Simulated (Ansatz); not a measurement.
System: MnS, space group Fm-3m, 2 atoms in the cell.

```cif
data_structure
_symmetry_space_group_name_H-M 'P 1'
_symmetry_Int_Tables_number 1
_cell_length_a 3.6943
_cell_length_b 3.6943
_cell_length_c 3.6943
_cell_angle_alpha 60.000
_cell_angle_beta 60.000
_cell_angle_gamma 60.000
_cell_volume 35.65
loop_
_atom_site_label
_atom_site_type_symbol
_atom_site_fract_x
_atom_site_fract_y
_atom_site_fract_z
_atom_site_occupancy
Mn1 Mn 0.00000 0.00000 0.00000 1
S1 S 0.50000 0.50000 0.50000 1
```

Computed with Ansatz 0.2.0: DFT, PBE, all-electron PAW with datasets made for the crystal, scalar-relativistic, spin-polarised, 14×14×14 k mesh, Fermi-Dirac smearing of 0.03 eV.

What does the calculation give for the electronic structure? The path is Γ–X–U–K–Γ–L–W–X.

A metal: 2 spin-up and 1 spin-down bands cross the Fermi level along this path. Bands cross the Fermi level on Γ–X, X–U, K–Γ, Γ–L, L–W and W–X, and not on U–K. At Γ the nearest levels lie 1.70 eV below and 0.31 eV above the Fermi level.

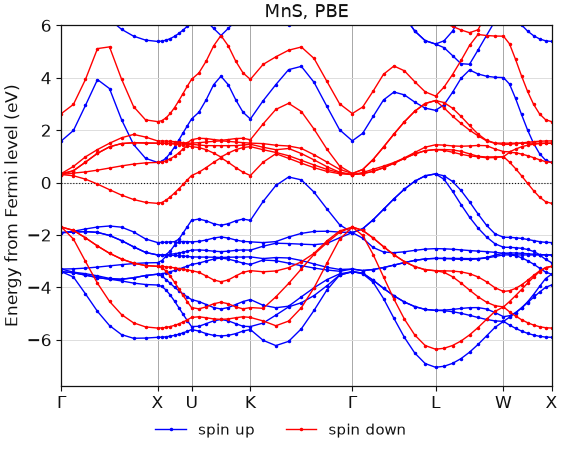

Band structure. Energies are counted from the Fermi level. The path runs straight from each named point to the next.
